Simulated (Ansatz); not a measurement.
# W: geometry relaxation (part 3 of 3)

The same run, continued: W (slab, 17 atoms in the cell); DFT PBE+D3(BJ), scalar-relativistic, plane waves, PAW, spin-polarised (Ansatz 0.2.0); cutoff 420 eV, 6×6×1 k-mesh, Gaussian smearing of 0.1 eV, collinear spins. The structure derives from an entry of the Crystallography Open Database. The input holds or restrains some coordinates. Forces given for the steps count only the free coordinates.

Geometry of the input (Å; fractional positions):
```
5.4724  0.0000  0.0000
-1.8241  5.1594  0.0000
0.0000  0.0000  25.7023
W  0.2500  0.2500  0.3307
W  0.2500  0.7500  0.3307
W  0.7500  0.2500  0.3307
W  0.7500  0.7500  0.3307
W  0.5000  0.5000  0.4176
W  0.5000  0.0000  0.4176
W  -0.0000  0.5000  0.4176
W  0.0000  0.0000  0.4176
W  0.7500  0.7500  0.5050
W  0.7500  0.2500  0.5050
W  0.2500  0.7500  0.5050
W  0.2500  0.2500  0.5050
W  0.0000  0.0000  0.5896
W  -0.0000  0.5000  0.5896
W  0.5000  0.0000  0.5896
W  0.5000  0.5000  0.5896
W  0.1667  0.8333  0.7017
```

### Trajectory as extended XYZ (Å, eV, eV/Å), 12 frames, from step=1 to step=12
```
17
Lattice="5.4724 0.0000 0.0000 -1.8241 5.1594 0.0000 0.0000 0.0000 25.7023" Properties=species:S:1:pos:R:3:forces:R:3 step=1 energy=-176533.30404
W     0.9121    1.2899    8.5000    0.0064  -0.0025   0.4864
W     0.0000    3.8696    8.5000    0.0005  -0.0003   0.4665
W     3.6483    1.2899    8.5000   -0.0143   0.0101   0.5046
W     2.7362    3.8696    8.5000    0.0045  -0.0052   0.4864
W     1.8241    2.5797   10.7341    0.0051  -0.0036  -0.4297
W     2.7362    0.0000   10.7341    0.0105   0.0084  -0.4357
W    -0.9121    2.5797   10.7341   -0.0045  -0.0127  -0.4357
W     0.0000    0.0000   10.7341   -0.0089   0.0063  -0.4581
W     2.7362    3.8696   12.9801   -0.1033  -0.0780  -0.1515
W     3.6483    1.2899   12.9801    0.0515  -0.0364  -0.2451
W     0.0000    3.8696   12.9801   -0.0201   0.0142  -0.1180
W     0.9121    1.2899   12.9801    0.0392   0.1234  -0.1515
W     0.0000    0.0000   15.1549    0.2384  -0.1686   1.4196
W    -0.9121    2.5797   15.1549    0.0885   0.1637   0.9726
W     2.7362    0.0000   15.1549   -0.1248  -0.1380   0.9726
W     1.8241    2.5797   15.1549   -0.1890   0.1337   0.1559
W    -0.6080    4.2995   18.0349    0.0205  -0.0145  -3.0409
17
Lattice="5.4724 0.0000 0.0000 -1.8241 5.1594 0.0000 0.0000 0.0000 25.7023" Properties=species:S:1:pos:R:3:forces:R:3 step=2 energy=-176534.13943
W     0.9121    1.2899    8.5000    0.0007  -0.0070   0.5000
W     0.0000    3.8696    8.5000    0.0039  -0.0027   0.4876
W     3.6483    1.2899    8.5000   -0.0158   0.0112   0.5203
W     2.7362    3.8696    8.5000    0.0069   0.0017   0.5000
W     1.8241    2.5797   10.7341   -0.0102   0.0072  -0.4157
W     2.7362    0.0000   10.7341   -0.0134   0.0032  -0.4486
W    -0.9121    2.5797   10.7341   -0.0075   0.0116  -0.4486
W     0.0000    0.0000   10.7341    0.0173  -0.0122  -0.4597
W     2.7310    3.8668   12.9795    0.0360   0.0179   0.1525
W     3.6522    1.2871   12.9740    0.0504  -0.0356   0.2187
W    -0.0032    3.8719   12.9831   -0.1227   0.0868   0.1852
W     0.9130    1.2957   12.9795   -0.0048  -0.0399   0.1525
W     0.0038   -0.0027   15.2253    0.3170  -0.2242   1.1050
W    -0.9114    2.5750   15.2018   -0.0542   0.1970   0.8122
W     2.7408    0.0010   15.2018   -0.2038  -0.0145   0.8122
W     1.8123    2.5881   15.1688   -0.0691   0.0489   0.1355
W    -0.6013    4.2947   17.8401    0.0695  -0.0492  -3.8063
17
Lattice="5.4724 0.0000 0.0000 -1.8241 5.1594 0.0000 0.0000 0.0000 25.7023" Properties=species:S:1:pos:R:3:forces:R:3 step=3 energy=-176535.15176
W     0.9121    1.2899    8.5000   -0.0261  -0.0372   0.5256
W     0.0000    3.8696    8.5000    0.0026  -0.0018   0.4978
W     3.6483    1.2899    8.5000   -0.0029   0.0021   0.5500
W     2.7362    3.8696    8.5000    0.0264   0.0370   0.5256
W     1.8241    2.5797   10.7341   -0.0485   0.0343  -0.2580
W     2.7362    0.0000   10.7341    0.0029   0.0119  -0.3026
W    -0.9121    2.5797   10.7341   -0.0102  -0.0067  -0.3026
W     0.0000    0.0000   10.7341    0.0230  -0.0163  -0.4202
W     2.7324    3.8682   12.9916   -0.0156  -0.1313   0.0406
W     3.6546    1.2853   12.9898    0.0226  -0.0159  -0.1381
W    -0.0094    3.8762   12.9979   -0.0026   0.0018   0.0560
W     0.9121    1.2939   12.9916    0.1186   0.0585   0.0406
W     0.0094   -0.0066   15.2648    0.4393  -0.3106   1.7233
W    -0.9167    2.5736   15.2323   -0.0445   0.5869   1.5700
W     2.7404    0.0065   15.2323   -0.5682  -0.1536   1.5700
W     1.8073    2.5916   15.1800   -0.0763   0.0539   0.4488
W    -0.5916    4.2879   17.6456    0.1596  -0.1128  -6.1267
17
Lattice="5.4724 0.0000 0.0000 -1.8241 5.1594 0.0000 0.0000 0.0000 25.7023" Properties=species:S:1:pos:R:3:forces:R:3 step=4 energy=-176536.48784
W     0.9121    1.2899    8.5000   -0.0278  -0.0410   0.5548
W     0.0000    3.8696    8.5000    0.0112  -0.0079   0.4913
W     3.6483    1.2899    8.5000   -0.0092   0.0065   0.5628
W     2.7362    3.8696    8.5000    0.0294   0.0398   0.5548
W     1.8241    2.5797   10.7341   -0.0794   0.0561  -0.2575
W     2.7362    0.0000   10.7341    0.0108   0.0083  -0.2330
W    -0.9121    2.5797   10.7341   -0.0042  -0.0129  -0.2330
W     0.0000    0.0000   10.7341    0.0453  -0.0320  -0.4216
W     2.7322    3.8642   12.9954    0.0019  -0.0639   0.2055
W     3.6559    1.2845   12.9895    0.0605  -0.0428  -0.0445
W    -0.0096    3.8763   13.0031   -0.0383   0.0271   0.2177
W     0.9158    1.2954   12.9954    0.0608   0.0195   0.2055
W     0.0140   -0.0099   15.3080    0.0901  -0.0637   0.8374
W    -0.9195    2.5851   15.2762   -0.0801   0.3944   1.0587
W     2.7286    0.0053   15.2762   -0.3986  -0.0559   1.0587
W     1.8043    2.5937   15.1973   -0.0923   0.0653   0.3626
W    -0.5818    4.2810   17.4510    0.4201  -0.2970  -4.9203
17
Lattice="5.4724 0.0000 0.0000 -1.8241 5.1594 0.0000 0.0000 0.0000 25.7023" Properties=species:S:1:pos:R:3:forces:R:3 step=5 energy=-176537.23970
W     0.9121    1.2899    8.5000   -0.0261  -0.0385   0.5737
W     0.0000    3.8696    8.5000    0.0078  -0.0055   0.4794
W     3.6483    1.2899    8.5000   -0.0067   0.0047   0.5648
W     2.7362    3.8696    8.5000    0.0276   0.0374   0.5737
W     1.8241    2.5797   10.7341   -0.1094   0.0774  -0.1843
W     2.7362    0.0000   10.7341    0.0165   0.0025  -0.1176
W    -0.9121    2.5797   10.7341    0.0032  -0.0164  -0.1176
W     0.0000    0.0000   10.7341    0.0693  -0.0490  -0.3634
W     2.7321    3.8625   13.0082   -0.0195  -0.0571   0.1246
W     3.6591    1.2822   12.9899    0.0129  -0.0091  -0.0532
W    -0.0122    3.8782   13.0169   -0.0233   0.0165   0.1304
W     0.9174    1.2961   13.0082    0.0474   0.0374   0.1246
W     0.0079   -0.0056   15.3195   -0.4697   0.3321  -0.2945
W    -0.9254    2.5970   15.3079   -0.1905  -0.1251  -0.0517
W     2.7154    0.0068   15.3079    0.0544   0.2213  -0.0517
W     1.7990    2.5975   15.2124   -0.1216   0.0860   0.3183
W    -0.5529    4.2605   17.2594    0.7277  -0.5146  -1.6549
17
Lattice="5.4724 0.0000 0.0000 -1.8241 5.1594 0.0000 0.0000 0.0000 25.7023" Properties=species:S:1:pos:R:3:forces:R:3 step=6 energy=-176537.44603
W     0.9121    1.2899    8.5000   -0.0284  -0.0272   0.5673
W     0.0000    3.8696    8.5000    0.0168  -0.0119   0.4604
W     3.6483    1.2899    8.5000   -0.0052   0.0037   0.5416
W     2.7362    3.8696    8.5000    0.0161   0.0359   0.5673
W     1.8241    2.5797   10.7341   -0.2239   0.1583  -0.3963
W     2.7362    0.0000   10.7341   -0.0854   0.0125  -0.3373
W    -0.9121    2.5797   10.7341   -0.0403   0.0764  -0.3373
W     0.0000    0.0000   10.7341    0.0453  -0.0320  -0.4478
W     2.7048    3.8732   12.9961   -0.1527   0.3429  -0.1325
W     3.6368    1.2980   12.9410   -0.1348   0.0953  -0.0331
W    -0.0401    3.8979   13.0041   -0.1455   0.1029  -0.2338
W     0.8981    1.3183   12.9961   -0.3742   0.0296  -0.1325
W    -0.0752    0.0532   15.2748   -0.2978   0.2106  -0.3476
W    -1.0884    2.6086   15.2200    0.6152   0.3822   0.1240
W     2.6501    0.1566   15.2200   -0.1552  -0.7074   0.1240
W     1.6361    2.7127   15.1984    0.2736  -0.1935   0.5718
W    -0.5115    4.2312   17.0911    0.6766  -0.4784  -0.5582
17
Lattice="5.4724 0.0000 0.0000 -1.8241 5.1594 0.0000 0.0000 0.0000 25.7023" Properties=species:S:1:pos:R:3:forces:R:3 step=7 energy=-176537.62251
W     0.9121    1.2899    8.5000   -0.0126  -0.0119   0.5588
W     0.0000    3.8696    8.5000    0.0133  -0.0094   0.4108
W     3.6483    1.2899    8.5000    0.0198  -0.0140   0.5212
W     2.7362    3.8696    8.5000    0.0070   0.0158   0.5588
W     1.8241    2.5797   10.7341   -0.3059   0.2163  -0.5906
W     2.7362    0.0000   10.7341   -0.1664   0.1240  -0.6246
W    -0.9121    2.5797   10.7341   -0.1724   0.1155  -0.6246
W     0.0000    0.0000   10.7341   -0.0666   0.0471  -0.6574
W     2.6836    3.8958   12.9794    0.1000  -0.1832   0.0087
W     3.6140    1.3141   12.9131    0.0060  -0.0043   0.1430
W    -0.0571    3.9099   12.9611    0.2365  -0.1672   0.1768
W     0.8698    1.3307   12.9794    0.2061  -0.0332   0.0087
W    -0.0331    0.0234   15.2283   -0.2447   0.1731  -0.2392
W    -1.0103    2.5817   15.1564   -0.0488   0.1493  -0.0659
W     2.7016    0.0919   15.1564   -0.1570  -0.0038  -0.0659
W     1.7042    2.6645   15.2266   -0.0160   0.0113  -0.1339
W    -0.3796    4.1380   16.9823    0.6016  -0.4254   0.6149
17
Lattice="5.4724 0.0000 0.0000 -1.8241 5.1594 0.0000 0.0000 0.0000 25.7023" Properties=species:S:1:pos:R:3:forces:R:3 step=8 energy=-176537.71933
W     0.9121    1.2899    8.5000   -0.0149  -0.0048   0.5542
W     0.0000    3.8696    8.5000    0.0087  -0.0062   0.4126
W     3.6483    1.2899    8.5000    0.0106  -0.0075   0.5378
W     2.7362    3.8696    8.5000   -0.0004   0.0156   0.5542
W     1.8241    2.5797   10.7341   -0.1825   0.1290  -0.5201
W     2.7362    0.0000   10.7341   -0.0582   0.0464  -0.5819
W    -0.9121    2.5797   10.7341   -0.0632   0.0394  -0.5819
W     0.0000    0.0000   10.7341    0.0654  -0.0462  -0.5682
W     2.7162    3.8771   12.9848    0.0679  -0.1152  -0.0307
W     3.6408    1.2951   12.9162   -0.0462   0.0326   0.0738
W    -0.0201    3.8838   12.9674    0.0684  -0.0483   0.0577
W     0.8983    1.3062   12.9848    0.1313  -0.0256  -0.0307
W     0.0261   -0.0184   15.2493   -0.1293   0.0914  -0.1393
W    -0.9681    2.5431   15.1492   -0.0264   0.1733   0.0834
W     2.7521    0.0651   15.1492   -0.1722  -0.0329   0.0834
W     1.7438    2.6365   15.2409   -0.0013   0.0009  -0.1445
W    -0.2163    4.0225   16.9840    0.3422  -0.2420   0.2407
17
Lattice="5.4724 0.0000 0.0000 -1.8241 5.1594 0.0000 0.0000 0.0000 25.7023" Properties=species:S:1:pos:R:3:forces:R:3 step=9 energy=-176537.76266
W     0.9121    1.2899    8.5000   -0.0073  -0.0022   0.5492
W     0.0000    3.8696    8.5000    0.0031  -0.0022   0.4209
W     3.6483    1.2899    8.5000    0.0007  -0.0005   0.5538
W     2.7362    3.8696    8.5000   -0.0004   0.0076   0.5492
W     1.8241    2.5797   10.7341   -0.1199   0.0848  -0.4952
W     2.7362    0.0000   10.7341    0.0038   0.0147  -0.5552
W    -0.9121    2.5797   10.7341   -0.0126  -0.0085  -0.5552
W     0.0000    0.0000   10.7341    0.1258  -0.0889  -0.5146
W     2.7341    3.8689   12.9862    0.0474  -0.0437  -0.0182
W     3.6514    1.2876   12.9221   -0.0319   0.0225   0.0185
W    -0.0005    3.8700   12.9712   -0.0121   0.0085   0.0282
W     0.9120    1.2921   12.9862    0.0570  -0.0301  -0.0182
W     0.0643   -0.0455   15.2569   -0.1205   0.0852  -0.0624
W    -0.9441    2.5276   15.1534   -0.0045   0.0158  -0.0024
W     2.7747    0.0476   15.1534   -0.0164  -0.0010  -0.0024
W     1.7687    2.6189   15.2476    0.0009  -0.0006  -0.0564
W    -0.0530    3.9071   16.9867    0.0869  -0.0614   0.1604
17
Lattice="5.4724 0.0000 0.0000 -1.8241 5.1594 0.0000 0.0000 0.0000 25.7023" Properties=species:S:1:pos:R:3:forces:R:3 step=10 energy=-176537.76758
W     0.9121    1.2899    8.5000    0.0000  -0.0004   0.5469
W     0.0000    3.8696    8.5000    0.0001  -0.0001   0.4243
W     3.6483    1.2899    8.5000   -0.0005   0.0004   0.5568
W     2.7362    3.8696    8.5000    0.0004   0.0001   0.5469
W     1.8241    2.5797   10.7341   -0.1204   0.0852  -0.4963
W     2.7362    0.0000   10.7341    0.0085   0.0134  -0.5395
W    -0.9121    2.5797   10.7341   -0.0098  -0.0125  -0.5395
W     0.0000    0.0000   10.7341    0.1215  -0.0859  -0.5000
W     2.7360    3.8698   12.9855    0.0073  -0.0052  -0.0026
W     3.6489    1.2894   12.9256   -0.0132   0.0093  -0.0191
W    -0.0004    3.8699   12.9735    0.0010  -0.0007  -0.0040
W     0.9118    1.2900   12.9855    0.0073  -0.0051  -0.0026
W     0.0549   -0.0388   15.2506    0.0246  -0.0174   0.0200
W    -0.9443    2.5332   15.1575    0.0095   0.0303   0.0215
W     2.7693    0.0459   15.1575   -0.0254  -0.0190   0.0215
W     1.7691    2.6186   15.2480   -0.0060   0.0042   0.0427
W     0.0027    3.8677   17.0002   -0.0047   0.0033  -0.0770
17
Lattice="5.4724 0.0000 0.0000 -1.8241 5.1594 0.0000 0.0000 0.0000 25.7023" Properties=species:S:1:pos:R:3:forces:R:3 step=11 energy=-176537.76779
W     0.9121    1.2899    8.5000   -0.0001   0.0000   0.5483
W     0.0000    3.8696    8.5000    0.0001  -0.0001   0.4227
W     3.6483    1.2899    8.5000   -0.0001   0.0001   0.5559
W     2.7362    3.8696    8.5000    0.0000   0.0001   0.5483
W     1.8241    2.5797   10.7341   -0.1224   0.0866  -0.4967
W     2.7362    0.0000   10.7341    0.0083   0.0120  -0.5416
W    -0.9121    2.5797   10.7341   -0.0085  -0.0118  -0.5416
W     0.0000    0.0000   10.7341    0.1223  -0.0865  -0.4973
W     2.7362    3.8697   12.9859   -0.0007  -0.0013   0.0018
W     3.6483    1.2899   12.9246    0.0000   0.0000   0.0062
W     0.0000    3.8696   12.9736    0.0002  -0.0002  -0.0022
W     0.9120    1.2898   12.9859    0.0010   0.0011   0.0018
W     0.0560   -0.0396   15.2524   -0.0054   0.0038  -0.0150
W    -0.9448    2.5336   15.1569   -0.0010  -0.0052   0.0003
W     2.7688    0.0462   15.1569    0.0045   0.0027   0.0003
W     1.7683    2.6192   15.2519    0.0019  -0.0013  -0.0118
W     0.0000    3.8695   16.9963    0.0000   0.0000   0.0207
17
Lattice="5.4724 0.0000 0.0000 -1.8241 5.1594 0.0000 0.0000 0.0000 25.7023" Properties=species:S:1:pos:R:3:forces:R:3 step=12 energy=-176537.76779
W     0.9121    1.2899    8.5000   -0.0001   0.0000   0.5483
W     0.0000    3.8696    8.5000    0.0001  -0.0001   0.4227
W     3.6483    1.2899    8.5000   -0.0001   0.0001   0.5559
W     2.7362    3.8696    8.5000    0.0000   0.0001   0.5483
W     1.8241    2.5797   10.7341   -0.1224   0.0866  -0.4967
W     2.7362    0.0000   10.7341    0.0083   0.0120  -0.5416
W    -0.9121    2.5797   10.7341   -0.0085  -0.0118  -0.5416
W     0.0000    0.0000   10.7341    0.1223  -0.0865  -0.4973
W     2.7362    3.8697   12.9859   -0.0007  -0.0013   0.0018
W     3.6483    1.2899   12.9246    0.0000   0.0000   0.0062
W     0.0000    3.8696   12.9736    0.0002  -0.0002  -0.0022
W     0.9120    1.2898   12.9859    0.0010   0.0011   0.0018
W     0.0560   -0.0396   15.2524   -0.0054   0.0038  -0.0150
W    -0.9448    2.5336   15.1569   -0.0010  -0.0052   0.0002
W     2.7688    0.0462   15.1569    0.0045   0.0027   0.0002
W     1.7683    2.6192   15.2519    0.0019  -0.0013  -0.0118
W     0.0000    3.8695   16.9963    0.0000   0.0000   0.0207
```

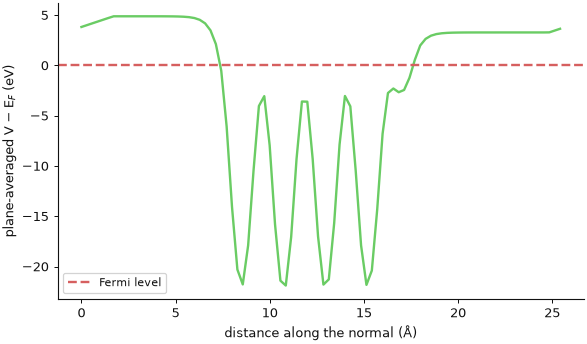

*Plane average of the electrostatic potential energy of an electron across the cell, from the Fermi level.*

The vacuum level lies 3.28 eV above the Fermi level on the upper side and 4.88 eV on the lower.

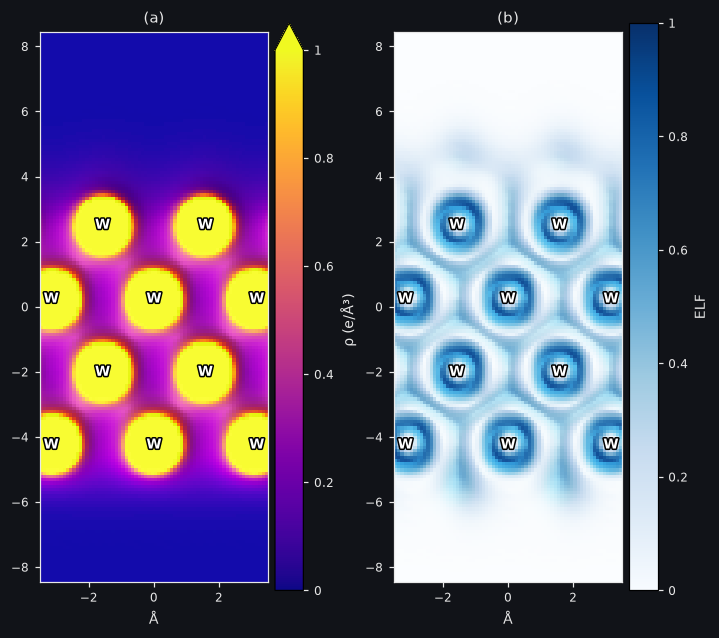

*(a) valence charge density (pseudo); (b) ELF on the (11̄0) plane of the calculation cell, a cut from vacuum to vacuum.*

Atoms in the plane: W. W–W (2.75 Å): the density is about 0.41 e/Å³ at the midpoint; the ELF is about 0.35 at the midpoint, as expected for metallic bonding. The density dies away to nearly zero in the vacuum. The strong features right at W lie inside the PAW spheres (semicore, d or f shells) and say nothing about bonding. In a PAW calculation such maps are meaningful between the atoms, not at the nuclei.

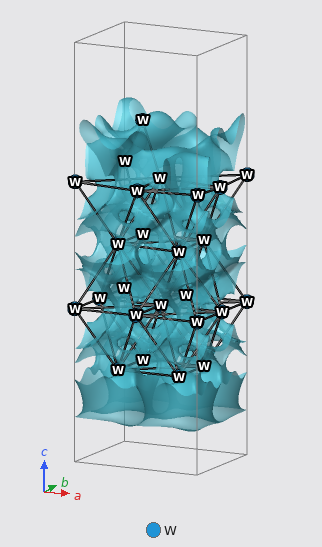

*Isosurface of the ELF at 0.4 (cyan), seen slightly off an axis. Core shells and regions of very low density are left out. Sticks mark near contacts.*

Along the contacts the grid gives the following. W–W (2.46 Å): the ELF is about 0.45 at the midpoint, which marks metallic bonding. W–W (2.70 Å): the ELF is about 0.40 at the midpoint, as expected for nearly free electrons, as in a simple metal.

### Summary

| quantity | value |
| --- | --- |
| outcome | converged under the restraints of the input |
| electrons treated | 238 |
| free energy | −176537.7678 eV |
| work function, top face | 3.28 eV |
| work function, bottom face | 4.88 eV |
| Fermi energy | 5.901 eV |
| gap on the k-point mesh | none (metallic) |
| net moment of the cell | 0.00 μB |
| integrated absolute moment | 0.00 μB |
| final volume | 725.69 Å³ |
| work function (upper face) | 3.28 eV |
| largest force (length of the vector) at the end, held atoms and coordinates included | 0.556 eV/Å |
| hardware | 4 threads of Intel Xeon @ 2.90GHz (Ice Lake), 192 GiB of memory available, shared host |
| wall time | 41 min (CPU time 2.6 h) |
| peak memory | 3.4 GiB |

### Notes

Warnings of the run: some starting moments were not kept; the exchange-correlation potential is rough where the density is thin. Spin–orbit coupling is left out, which matters for W.
